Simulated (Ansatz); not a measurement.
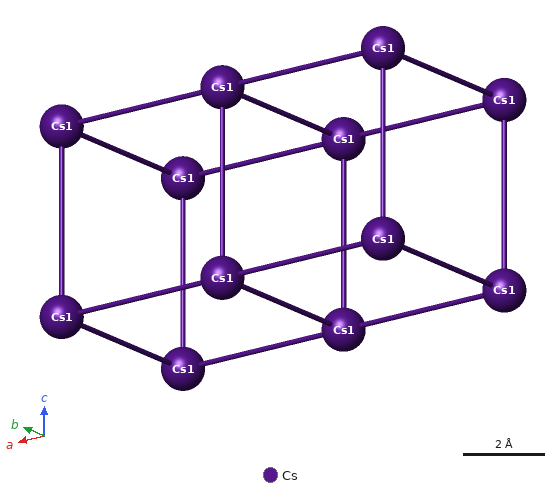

The starting point is a crystal of Cs (a generated structure, set up in Pm-3m). A ball-and-stick model of the cell of the calculation, repeated 2 × 1 × 1 with one cell outlined, seen from a free direction.

Level of theory: DFT, PBE, PAW with Ansatz's default frozen-core files, scalar-relativistic (Ansatz). (plane-wave cutoff 420 eV; k-point mesh 11 × 11 × 11; occupations fermi dirac; smearing width 0.05 eV; no spin polarisation)

Now this is done to it. The cell is strained by +1.5 % along [1 1 0], −1.5 % along [1 −1 0], none along the third axis (volume 0.0 %), the atoms keeping their fractional coordinates. No relaxation follows.

Q: Predict the response.

A: The energy changes by less than 1 meV per atom. The pressure goes from 0.0 to 0.0 GPa. All forces vanish by symmetry. The space group (tolerance 0.01 Å) goes from Pm-3m (No. 221) to Cmmm (No. 65).

The changed structure in the same view:

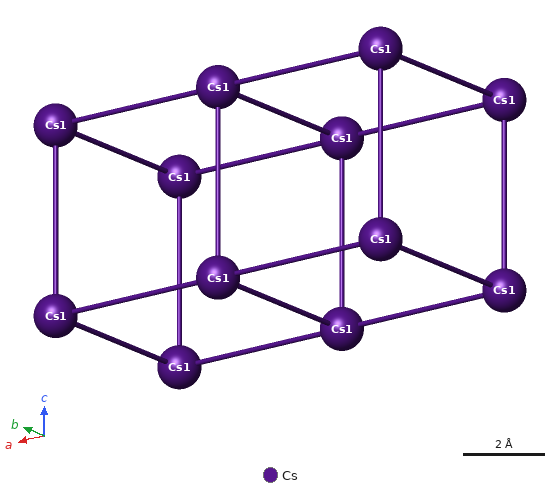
